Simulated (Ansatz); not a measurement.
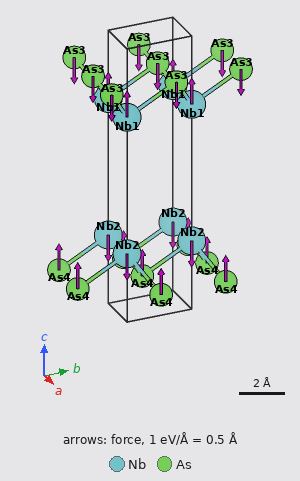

Starting geometry of crystalline NbAs (a generated structure, set up in P-3m1) (coarse preliminary run) with the computed forces as purple arrows. Style: ball-and-stick. Shown: the cell of the calculation, slightly off an axis.

The calculation used Ansatz 0.2.0, DFT PBE, scalar-relativistic, plane waves, PAW.

The input:
```yaml
crystal:
  lattice:
    - [3.9173913, 0.0, 0.0]
    - [-1.95869565, 3.39256039, 0.0]
    - [0.0, 0.0, 12.53565217]
  atoms:
    - { symbol: Nb, position: [0.0, 0.0, 0.75] }
    - { symbol: Nb, position: [0.0, 0.0, 0.25] }
    - { symbol: As, position: [0.33333333, 0.66666667, 0.87] }
    - { symbol: As, position: [0.66666667, 0.33333333, 0.13] }
basis:
  ecutwfc: 420
kpoints:
  mp_grid: { grid: [6, 6, 2] }
hamiltonian:
  xc: pbe
scf:
  occupations: { method: gaussian, width: 0.1 }
  lower_state_search: "off"
output:
  forces: true
  stress: true
  eigenvalues: true
relax:
  adjacent_minimum: "off"
  f_tol: 0.04
  max_steps: 70
  cell: { stress_tol: 0.4 }
```

Launched with:
```bash
ansatz run input.yaml --threads 1 --pin off --max-ram 2048MiB --backend cpu --events-out ev --progress --plain --runs-dir out
```

What follows when this structure is relaxed?

It isn't relaxed: the largest force vector, on As atoms, is 2.49 eV/Å. Measured relative to the changing cell, the final displacements run against the starting forces (cosine between the two patterns −0.58). After 13 accepted moves (15 points after the start) the energy has fallen by 4.323 eV per cell of the calculation. The largest force component goes from 2.5 to 0.033 eV/Å. The pressure goes from −10.72 to −0.02 GPa. The line search rejected the trial step at point 13 of the run. The SCF was repeated once at an unchanged geometry on a basis and grid sized afresh for the cell, which shifted the energy by 2.9 meV per cell of the calculation at most. The largest moves relative to the cell, 0.83 Å, are those of Nb1 and Nb2. Nb1 goes along −c. Largest moves by element: Nb 0.83 Å, As 0.14 Å. Cell: a = b 3.917 → 3.311 Å (−15.5 %), c 12.536 → 8.429 Å (−32.8 %). Volume −52.0 %. Among the contacts that change: Nb1–Nb2 6.268 → 2.546 Å, As3–As4 3.967 → 3.128 Å, As3–As3 3.917 → 3.311 Å, Nb1–As3 2.716 → 2.561 Å. New bonds form: Nb1–Nb2 (6.27 → 2.55 Å). Bond angles that change, for instance: As3–Nb1–As3 92.3° → 80.6°, Nb1–As3–Nb1 92.3° → 80.6°. The space group stays P-3m1 (No. 164).
